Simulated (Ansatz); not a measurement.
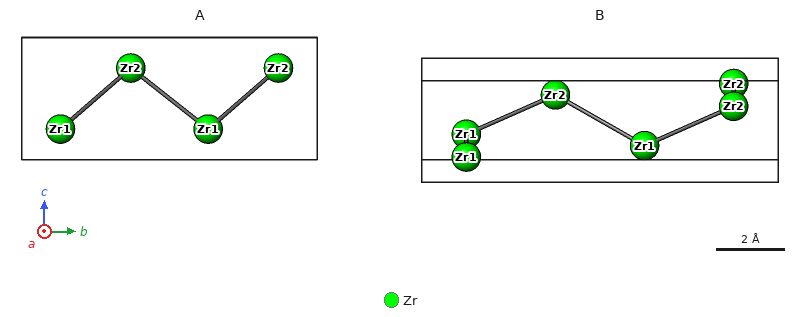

Two geometries of solid Zr (built on the Ga_15 type) (coarse preliminary run), drawn at one scale. One is the start of a relaxation, the other its converged end. A ball-and-stick model of the conventional cell (2 times the calculation's cell), seen along the a axis. Lengths and directions refer to the drawn axes.

The calculation used DFT PBE, scalar-relativistic, plane waves, PAW (Ansatz). (plane-wave cutoff 420 eV; k-point mesh 6 × 6 × 6; occupations gaussian; smearing width 0.1 eV; no spin polarisation; cell and atoms relaxed; force threshold 0.04 eV/Å; at most 70 steps)

Question: Which of the two is the end point?

Answer: Structure B is the relaxed one. Case: Ga type (C2/c, No. 15). The largest moves relative to the cell, 0.064 Å, are those of Zr1 and Zr2. Zr2 goes along +b. Cell: a 3.021 → 3.154 Å (+4.4 %), b 8.796 → 10.613 Å (+20.7 %), c 3.639 → 3.167 Å (−13.0 %), β 92.0° → 119.8°. Volume −4.8 %. Some distances before and after: Zr1–Zr1 4.647 → 3.169 Å, Zr1–Zr2 3.189 → 3.810 Å, Zr1–Zr1 (another image) 3.639 → 3.167 Å, Zr1–Zr2 (another image) 2.936 → 3.090 Å. Among the angles between lasting bonds that change: Zr2–Zr1–Zr2 96.0° → 61.7°, Zr2–Zr1–Zr2 100.1° → 127.2°, Zr2–Zr1–Zr2 76.6° → 61.7°. The space group (tolerance 0.01 Å) goes from C2/c (No. 15) to Fddd (No. 70). Over 12 accepted moves (15 points after the start) the energy falls by 359 meV per atom. The largest force component goes from 0.9 to 0.0011 eV/Å. Pressure: −0.19 GPa at the start and −0.07 GPa at the end. The line search rejected the trial step at point 10 of the run. The SCF was repeated twice at an unchanged geometry on a basis and grid sized afresh for the cell, which shifted the energy by 4.1 meV per atom at most. The run took roughly 50 core-seconds on a shared host.
